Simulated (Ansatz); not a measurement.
# Run report: Al$_{96}$N$_{96}$, single-point calculation (part 2 of 2)

Al$_{96}$N$_{96}$ (192 atoms in the cell); DFT, r2SCAN, PAW, plane waves (Ansatz 0.2.0); cutoff 500 eV, 1×1×1 k-mesh, Fermi–Dirac smearing of 0.01 eV. The structure was built on a prototype by a generator.

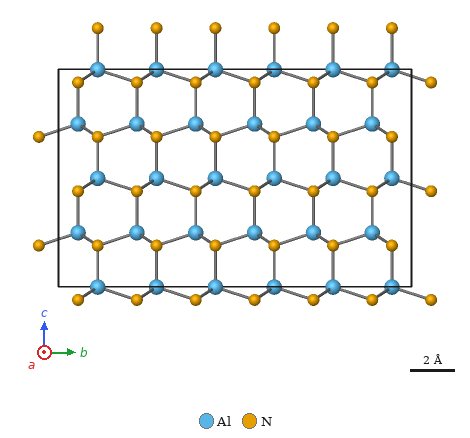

*The structure (ball-and-stick view of the cell of the calculation, along the a axis; bonded neighbours outside the cell are drawn too).*

## Log, continued
```
--- Forces (eV/Å), atoms counted from 1 ---
  atom   1  Al    -0.00000000     0.01118641     0.00469745
  atom   2  Al    -0.00000000     0.01118641     0.00469745
  atom   3  Al    -0.00000000     0.01118641     0.00469745
  atom   4  Al    -0.00000000     0.01118641     0.00469745
  atom   5  Al    -0.00000000     0.01118641     0.00469745
  atom   6  Al    -0.00000000     0.01118641     0.00469745
  atom   7  Al    -0.00000000     0.01118641     0.00469745
  atom   8  Al    -0.00000000     0.01118641     0.00469745
  atom   9  Al    -0.00000000     0.01118641     0.00469745
  atom  10  Al    -0.00000000     0.01118641     0.00469745
  atom  11  Al    -0.00000000     0.01118641     0.00469745
  atom  12  Al    -0.00000000     0.01118641     0.00469745
  atom  13  Al    -0.00000000     0.01118641     0.00469745
  atom  14  Al    -0.00000000     0.01118641     0.00469745
  atom  15  Al    -0.00000000     0.01118641     0.00469745
  atom  16  Al    -0.00000000     0.01118641     0.00469745
  atom  17  Al    -0.00000000     0.01118641     0.00469745
  atom  18  Al    -0.00000000     0.01118641     0.00469745
  atom  19  Al    -0.00000000     0.01118641     0.00469745
  atom  20  Al    -0.00000000     0.01118641     0.00469745
  atom  21  Al    -0.00000000     0.01118641     0.00469745
  atom  22  Al    -0.00000000     0.01118641     0.00469745
  atom  23  Al    -0.00000000     0.01118641     0.00469745
  atom  24  Al    -0.00000000     0.01118641     0.00469745
  atom  25  Al    -0.00000000     0.01118641     0.00469745
  atom  26  Al    -0.00000000     0.01118641     0.00469745
  atom  27  Al    -0.00000000     0.01118641     0.00469745
  atom  28  Al    -0.00000000     0.01118641     0.00469745
  atom  29  Al    -0.00000000     0.01118641     0.00469745
  atom  30  Al    -0.00000000     0.01118641     0.00469745
  atom  31  Al    -0.00000000     0.01118641     0.00469745
  atom  32  Al    -0.00000000     0.01118641     0.00469745
  atom  33  Al    -0.00000000     0.01118641     0.00469745
  atom  34  Al    -0.00000000     0.01118641     0.00469745
  atom  35  Al    -0.00000000     0.01118641     0.00469745
  atom  36  Al    -0.00000000     0.01118641     0.00469745
  atom  37  Al    -0.00000000     0.01118641     0.00469745
  atom  38  Al    -0.00000000     0.01118641     0.00469745
  atom  39  Al    -0.00000000     0.01118641     0.00469745
  atom  40  Al    -0.00000000     0.01118641     0.00469745
  atom  41  Al    -0.00000000     0.01118641     0.00469745
  atom  42  Al    -0.00000000     0.01118641     0.00469745
  atom  43  Al    -0.00000000     0.01118641     0.00469745
  atom  44  Al    -0.00000000     0.01118641     0.00469745
  atom  45  Al    -0.00000000     0.01118641     0.00469745
  atom  46  Al    -0.00000000     0.01118641     0.00469745
  atom  47  Al    -0.00000000     0.01118641     0.00469745
  atom  48  Al    -0.00000000     0.01118641     0.00469745
  atom  49  Al     0.00000000    -0.01118641     0.00469745
  atom  50  Al     0.00000000    -0.01118641     0.00469745
  atom  51  Al     0.00000000    -0.01118641     0.00469745
  atom  52  Al     0.00000000    -0.01118641     0.00469745
  atom  53  Al     0.00000000    -0.01118641     0.00469745
  atom  54  Al     0.00000000    -0.01118641     0.00469745
  atom  55  Al     0.00000000    -0.01118641     0.00469745
  atom  56  Al     0.00000000    -0.01118641     0.00469745
  atom  57  Al     0.00000000    -0.01118641     0.00469745
  atom  58  Al     0.00000000    -0.01118641     0.00469745
  atom  59  Al     0.00000000    -0.01118641     0.00469745
  atom  60  Al     0.00000000    -0.01118641     0.00469745
  atom  61  Al     0.00000000    -0.01118641     0.00469745
  atom  62  Al     0.00000000    -0.01118641     0.00469745
  atom  63  Al     0.00000000    -0.01118641     0.00469745
  atom  64  Al     0.00000000    -0.01118641     0.00469745
  atom  65  Al     0.00000000    -0.01118641     0.00469745
  atom  66  Al     0.00000000    -0.01118641     0.00469745
  atom  67  Al     0.00000000    -0.01118641     0.00469745
  atom  68  Al     0.00000000    -0.01118641     0.00469745
  atom  69  Al     0.00000000    -0.01118641     0.00469745
  atom  70  Al     0.00000000    -0.01118641     0.00469745
  atom  71  Al     0.00000000    -0.01118641     0.00469745
  atom  72  Al     0.00000000    -0.01118641     0.00469745
  atom  73  Al     0.00000000    -0.01118641     0.00469745
  atom  74  Al     0.00000000    -0.01118641     0.00469745
  atom  75  Al     0.00000000    -0.01118641     0.00469745
  atom  76  Al     0.00000000    -0.01118641     0.00469745
  atom  77  Al     0.00000000    -0.01118641     0.00469745
  atom  78  Al     0.00000000    -0.01118641     0.00469745
  atom  79  Al     0.00000000    -0.01118641     0.00469745
  atom  80  Al     0.00000000    -0.01118641     0.00469745
  atom  81  Al     0.00000000    -0.01118641     0.00469745
  atom  82  Al     0.00000000    -0.01118641     0.00469745
  atom  83  Al     0.00000000    -0.01118641     0.00469745
  atom  84  Al     0.00000000    -0.01118641     0.00469745
  atom  85  Al     0.00000000    -0.01118641     0.00469745
  atom  86  Al     0.00000000    -0.01118641     0.00469745
  atom  87  Al     0.00000000    -0.01118641     0.00469745
  atom  88  Al     0.00000000    -0.01118641     0.00469745
  atom  89  Al     0.00000000    -0.01118641     0.00469745
  atom  90  Al     0.00000000    -0.01118641     0.00469745
  atom  91  Al     0.00000000    -0.01118641     0.00469745
  atom  92  Al     0.00000000    -0.01118641     0.00469745
  atom  93  Al     0.00000000    -0.01118641     0.00469745
  atom  94  Al     0.00000000    -0.01118641     0.00469745
  atom  95  Al     0.00000000    -0.01118641     0.00469745
  atom  96  Al     0.00000000    -0.01118641     0.00469745
  atom  97  N      0.00000000    -0.01356968    -0.00436979
  atom  98  N      0.00000000    -0.01356968    -0.00436979
  atom  99  N      0.00000000    -0.01356968    -0.00436979
  atom 100  N      0.00000000    -0.01356968    -0.00436979
  atom 101  N      0.00000000    -0.01356968    -0.00436979
  atom 102  N      0.00000000    -0.01356968    -0.00436979
  atom 103  N      0.00000000    -0.01356968    -0.00436979
  atom 104  N      0.00000000    -0.01356968    -0.00436979
  atom 105  N      0.00000000    -0.01356968    -0.00436979
  atom 106  N      0.00000000    -0.01356968    -0.00436979
  atom 107  N      0.00000000    -0.01356968    -0.00436979
  atom 108  N      0.00000000    -0.01356968    -0.00436979
  atom 109  N      0.00000000    -0.01356968    -0.00436979
  atom 110  N      0.00000000    -0.01356968    -0.00436979
  atom 111  N      0.00000000    -0.01356968    -0.00436979
  atom 112  N      0.00000000    -0.01356968    -0.00436979
  atom 113  N      0.00000000    -0.01356968    -0.00436979
  atom 114  N      0.00000000    -0.01356968    -0.00436979
  atom 115  N      0.00000000    -0.01356968    -0.00436979
  atom 116  N      0.00000000    -0.01356968    -0.00436979
  atom 117  N      0.00000000    -0.01356968    -0.00436979
  atom 118  N      0.00000000    -0.01356968    -0.00436979
  atom 119  N      0.00000000    -0.01356968    -0.00436979
  atom 120  N      0.00000000    -0.01356968    -0.00436979
  atom 121  N      0.00000000    -0.01356968    -0.00436979
  atom 122  N      0.00000000    -0.01356968    -0.00436979
  atom 123  N      0.00000000    -0.01356968    -0.00436979
  atom 124  N      0.00000000    -0.01356968    -0.00436979
  atom 125  N      0.00000000    -0.01356968    -0.00436979
  atom 126  N      0.00000000    -0.01356968    -0.00436979
  atom 127  N      0.00000000    -0.01356968    -0.00436979
  atom 128  N      0.00000000    -0.01356968    -0.00436979
  atom 129  N      0.00000000    -0.01356968    -0.00436979
  atom 130  N      0.00000000    -0.01356968    -0.00436979
  atom 131  N      0.00000000    -0.01356968    -0.00436979
  atom 132  N      0.00000000    -0.01356968    -0.00436979
  atom 133  N      0.00000000    -0.01356968    -0.00436979
  atom 134  N      0.00000000    -0.01356968    -0.00436979
  atom 135  N      0.00000000    -0.01356968    -0.00436979
  atom 136  N      0.00000000    -0.01356968    -0.00436979
  atom 137  N      0.00000000    -0.01356968    -0.00436979
  atom 138  N      0.00000000    -0.01356968    -0.00436979
  atom 139  N      0.00000000    -0.01356968    -0.00436979
  atom 140  N      0.00000000    -0.01356968    -0.00436979
  atom 141  N      0.00000000    -0.01356968    -0.00436979
  atom 142  N      0.00000000    -0.01356968    -0.00436979
  atom 143  N      0.00000000    -0.01356968    -0.00436979
  atom 144  N      0.00000000    -0.01356968    -0.00436979
  atom 145  N     -0.00000000     0.01356968    -0.00436979
  atom 146  N     -0.00000000     0.01356968    -0.00436979
  atom 147  N     -0.00000000     0.01356968    -0.00436979
  atom 148  N     -0.00000000     0.01356968    -0.00436979
  atom 149  N     -0.00000000     0.01356968    -0.00436979
  atom 150  N     -0.00000000     0.01356968    -0.00436979
  atom 151  N     -0.00000000     0.01356968    -0.00436979
  atom 152  N     -0.00000000     0.01356968    -0.00436979
  atom 153  N     -0.00000000     0.01356968    -0.00436979
  atom 154  N     -0.00000000     0.01356968    -0.00436979
  atom 155  N     -0.00000000     0.01356968    -0.00436979
  atom 156  N     -0.00000000     0.01356968    -0.00436979
  atom 157  N     -0.00000000     0.01356968    -0.00436979
  atom 158  N     -0.00000000     0.01356968    -0.00436979
  atom 159  N     -0.00000000     0.01356968    -0.00436979
  atom 160  N     -0.00000000     0.01356968    -0.00436979
  atom 161  N     -0.00000000     0.01356968    -0.00436979
  atom 162  N     -0.00000000     0.01356968    -0.00436979
  atom 163  N     -0.00000000     0.01356968    -0.00436979
  atom 164  N     -0.00000000     0.01356968    -0.00436979
  atom 165  N     -0.00000000     0.01356968    -0.00436979
  atom 166  N     -0.00000000     0.01356968    -0.00436979
  atom 167  N     -0.00000000     0.01356968    -0.00436979
  atom 168  N     -0.00000000     0.01356968    -0.00436979
  atom 169  N     -0.00000000     0.01356968    -0.00436979
  atom 170  N     -0.00000000     0.01356968    -0.00436979
  atom 171  N     -0.00000000     0.01356968    -0.00436979
  atom 172  N     -0.00000000     0.01356968    -0.00436979
  atom 173  N     -0.00000000     0.01356968    -0.00436979
  atom 174  N     -0.00000000     0.01356968    -0.00436979
  atom 175  N     -0.00000000     0.01356968    -0.00436979
  atom 176  N     -0.00000000     0.01356968    -0.00436979
  atom 177  N     -0.00000000     0.01356968    -0.00436979
  atom 178  N     -0.00000000     0.01356968    -0.00436979
  atom 179  N     -0.00000000     0.01356968    -0.00436979
  atom 180  N     -0.00000000     0.01356968    -0.00436979
  atom 181  N     -0.00000000     0.01356968    -0.00436979
  atom 182  N     -0.00000000     0.01356968    -0.00436979
  atom 183  N     -0.00000000     0.01356968    -0.00436979
  atom 184  N     -0.00000000     0.01356968    -0.00436979
  atom 185  N     -0.00000000     0.01356968    -0.00436979
  atom 186  N     -0.00000000     0.01356968    -0.00436979
  atom 187  N     -0.00000000     0.01356968    -0.00436979
  atom 188  N     -0.00000000     0.01356968    -0.00436979
  atom 189  N     -0.00000000     0.01356968    -0.00436979
  atom 190  N     -0.00000000     0.01356968    -0.00436979
  atom 191  N     -0.00000000     0.01356968    -0.00436979
  atom 192  N     -0.00000000     0.01356968    -0.00436979
  max |Σ_I F_I| component: 3.15e-2 eV/Å
--- Band table (eV) ---
  k-point 0: bands = ["-9.0757", "-8.7311", "-8.7311", "-8.5054", "-8.5054", "-8.2024", "-8.2024", "-8.2024", "-8.2024", "-8.1938", ... 366 levels left out ..., "6.5684", "6.5746", "6.5746", "6.6424", "6.6534", "6.7037", "6.7037", "6.8801", "11.6997", "12.7174", "12.7174", "12.8545", "12.8545", "12.9986", "12.9986", "13.1425", "13.1425", "13.1425", "13.1425", "13.1425", "13.1425", "13.1425", "13.1425", "13.2516", "13.2516", "13.3230", "13.3230", "13.3230", "13.3230",
      "13.3264", "13.4313", "13.4815", "13.4815", "13.4815", "13.4815", "13.6118", "13.6118", "13.6227", "13.6227", "13.6227", "13.6227", "13.8342", "13.8342", "13.8342", "13.8342", "13.8401", "13.8401", "13.9059", "13.9059", "13.9059", "13.9059", "13.9866", "13.9866", "13.9866", "13.9866", "13.9866", "13.9866", "13.9866", "13.9866", "14.0485", "14.0485", "14.1183", "14.1183", "14.1183", "14.1183", "14.1183", "14.1183", "14.1183", "14.1183",
      "14.2138", "14.2138", "14.2138", "14.2138", "14.2665", "14.2665", "14.3385", "14.4435", "14.4435", "14.4435", "14.4435", "14.5097", "14.5097", "14.5097", "14.5097", "14.5293", "14.5293", "14.5293", "14.5293", "15.0466", "15.0466", "15.0466", "15.0466", "15.2132", "15.2132", "15.2132", "15.2132", "15.4258", "15.4258", "15.4486", "15.4486", "15.6171", "15.6171", "15.6171", "15.6171", "15.6220", "15.6220", "15.6693", "15.6693", "15.8643",
      "15.9708", "15.9708", "16.0129", "16.0129", "16.0129", "16.0129", "16.1275", "16.1275", "16.1275", "16.1275", "16.3493", "16.3493", "16.3493", "16.3493", "16.3515", "16.3515", "16.5959", "16.5959", "16.6464", "16.6464", "16.6981", "16.6981", "16.6981", "16.6981", "16.8554", "16.8554", "16.9879", "16.9879", "16.9879", "16.9879", "16.9879", "16.9879", "16.9879", "16.9879", "16.9962", "16.9962", "17.0129", "17.0129", "17.0129", "17.0129",
      "17.0756", "17.0756", "17.0816", "17.0816", "17.0816", "17.0816", "17.1055", "17.1055", "17.1055", "17.1055", "17.1055", "17.1055", "17.1055", "17.1055", "17.3004", "17.3004", "17.3004", "17.3004", "17.3004", "17.3004", "17.3004", "17.3004", "17.3256", "17.3256", "17.3256", "17.3256", "17.4851", "17.4851", "17.5258", "17.5258", "17.5258", "17.5258", "17.5484", "17.5484", "17.6089", "17.6089", "17.8933", "17.8933", "17.8933", "17.8933",
      "18.0083", "18.0083", "18.0083", "18.0083", "18.0705", "18.1265", "18.1265", "18.1427", "18.1427", "18.4309", "18.4941"]
--- Löwdin populations: 192 sites ---
  site symbol       q [e]
     0     Al      1.8502
     1     Al      1.8502
     2     Al      1.8502
     3     Al      1.8502
     4     Al      1.8502
     5     Al      1.8502
     6     Al      1.8502
     7     Al      1.8502
     8     Al      1.8502
     9     Al      1.8502
    10     Al      1.8502
    11     Al      1.8502
    12     Al      1.8502
    13     Al      1.8502
    14     Al      1.8502
    15     Al      1.8502
    16     Al      1.8502
    17     Al      1.8502
    18     Al      1.8502
    19     Al      1.8502
    20     Al      1.8502
    21     Al      1.8502
    22     Al      1.8502
    23     Al      1.8502
    24     Al      1.8502
    25     Al      1.8502
    26     Al      1.8502
    27     Al      1.8502
    28     Al      1.8502
    29     Al      1.8502
    30     Al      1.8502
    31     Al      1.8502
    32     Al      1.8502
    33     Al      1.8502
    34     Al      1.8502
    35     Al      1.8502
    36     Al      1.8502
    37     Al      1.8502
    38     Al      1.8502
    39     Al      1.8502
    40     Al      1.8502
    41     Al      1.8502
    42     Al      1.8502
    43     Al      1.8502
    44     Al      1.8502
    45     Al      1.8502
    46     Al      1.8502
    47     Al      1.8502
    48     Al      1.8502
    49     Al      1.8502
    50     Al      1.8502
    51     Al      1.8502
    52     Al      1.8502
    53     Al      1.8502
    54     Al      1.8502
    55     Al      1.8502
    56     Al      1.8502
    57     Al      1.8502
    58     Al      1.8502
    59     Al      1.8502
    60     Al      1.8502
    61     Al      1.8502
    62     Al      1.8502
    63     Al      1.8502
    64     Al      1.8502
    65     Al      1.8502
    66     Al      1.8502
    67     Al      1.8502
    68     Al      1.8502
    69     Al      1.8502
    70     Al      1.8502
    71     Al      1.8502
    72     Al      1.8502
    73     Al      1.8502
    74     Al      1.8502
    75     Al      1.8502
    76     Al      1.8502
    77     Al      1.8502
    78     Al      1.8502
    79     Al      1.8502
    80     Al      1.8502
    81     Al      1.8502
    82     Al      1.8502
    83     Al      1.8502
    84     Al      1.8502
    85     Al      1.8502
    86     Al      1.8502
    87     Al      1.8502
    88     Al      1.8502
    89     Al      1.8502
    90     Al      1.8502
    91     Al      1.8502
    92     Al      1.8502
    93     Al      1.8502
    94     Al      1.8502
    95     Al      1.8502
    96      N      6.0795
    97      N      6.0795
    98      N      6.0795
    99      N      6.0795
   100      N      6.0795
   101      N      6.0795
   102      N      6.0795
   103      N      6.0795
   104      N      6.0795
   105      N      6.0795
   106      N      6.0795
   107      N      6.0795
   108      N      6.0795
   109      N      6.0795
   110      N      6.0795
   111      N      6.0795
   112      N      6.0795
   113      N      6.0795
   114      N      6.0795
   115      N      6.0795
   116      N      6.0795
   117      N      6.0795
   118      N      6.0795
   119      N      6.0795
   120      N      6.0795
   121      N      6.0795
   122      N      6.0795
   123      N      6.0795
   124      N      6.0795
   125      N      6.0795
   126      N      6.0795
   127      N      6.0795
   128      N      6.0795
   129      N      6.0795
   130      N      6.0795
   131      N      6.0795
   132      N      6.0795
   133      N      6.0795
   134      N      6.0795
   135      N      6.0795
   136      N      6.0795
   137      N      6.0795
   138      N      6.0795
   139      N      6.0795
   140      N      6.0795
   141      N      6.0795
   142      N      6.0795
   143      N      6.0795
   144      N      6.0795
   145      N      6.0795
   146      N      6.0795
   147      N      6.0795
   148      N      6.0795
   149      N      6.0795
   150      N      6.0795
   151      N      6.0795
   152      N      6.0795
   153      N      6.0795
   154      N      6.0795
   155      N      6.0795
   156      N      6.0795
   157      N      6.0795
   158      N      6.0795
   159      N      6.0795
   160      N      6.0795
   161      N      6.0795
   162      N      6.0795
   163      N      6.0795
   164      N      6.0795
   165      N      6.0795
   166      N      6.0795
   167      N      6.0795
   168      N      6.0795
   169      N      6.0795
   170      N      6.0795
   171      N      6.0795
   172      N      6.0795
   173      N      6.0795
   174      N      6.0795
   175      N      6.0795
   176      N      6.0795
   177      N      6.0795
   178      N      6.0795
   179      N      6.0795
   180      N      6.0795
   181      N      6.0795
   182      N      6.0795
   183      N      6.0795
   184      N      6.0795
   185      N      6.0795
   186      N      6.0795
   187      N      6.0795
   188      N      6.0795
   189      N      6.0795
   190      N      6.0795
   191      N      6.0795
  spilling = 0.008790 (of n_electrons = 768.000000)
```

## Key numbers

- outcome: converged
- space group (tolerance 0.01 Å): P6₃mc (186)
- electrons treated: 768
- free energy: −89134.0793 eV
- Fermi energy: 9.290 eV
- largest force (length of the vector): 0.014 eV/Å
- wall time: 9.8 s (CPU time 33 s)
- peak memory: 4.8 GiB

The program warns: the structure was made exactly symmetric. The k-point mesh is coarse for a cell of this size, so the results may not be converged.
